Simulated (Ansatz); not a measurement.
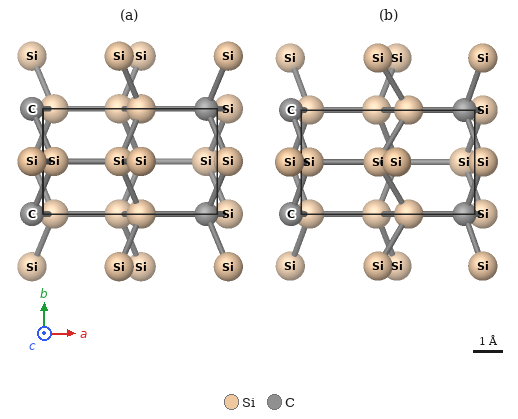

The structure of a crystal of Si7C (set up in Pm) before (left) and after (right) a relaxation, at one scale.

Style: ball-and-stick. Shown: the cell of the calculation, reduced to other axes, along the c axis. Lengths and directions refer to the drawn axes.

Case: 1 of 8 Si sites taken by C, cell and atoms relaxed.

All numbers below come from DFT r2SCAN, scalar-relativistic, plane waves, PAW in Ansatz. Settings: plane-wave cutoff 500 eV; k-point mesh 8 × 6 × 6; occupations gaussian; smearing width 0.02 eV; no spin polarisation; cell and atoms relaxed; force threshold 0.015 eV/Å; at most 60 steps.

### Summarise the run.

The energy falls by 213 meV per atom in 5 accepted moves (6 points after the start). Largest force component: 3.3 eV/Å at the start, 0.0093 eV/Å at the end. Pressure: 3.02 GPa at the start and 0.00 GPa at the end. The SCF was repeated once at an unchanged geometry on a basis and grid sized afresh for the cell, which shifted the energy by less than 0.05 meV per atom at most. The largest move relative to the cell is that of a Si atom, 0.33 Å along +a. By element the largest moves are Si 0.33 Å, C 0.01 Å. The drawn cell changes as follows: a 6.070 → 6.041 Å (−0.5 %), b 3.666 → 3.622 Å (−1.2 %), c 6.349 → 6.335 Å (−0.2 %), β 90.0° → 90.4°; the volume changes by −1.9 %. Near-neighbour distances that change, for instance: C–Si 2.270 → 1.944 Å, C–Si 2.251 → 1.950 Å, Si–Si 2.251 → 2.435 Å, C–Si 2.251 → 2.095 Å. Bond angles that change, for instance: Si–Si–Si 109.1° → 97.8°, C–Si–C 109.1° → 119.7°, Si–C–Si 109.1° → 119.7°. The space group stays Pm (No. 6).
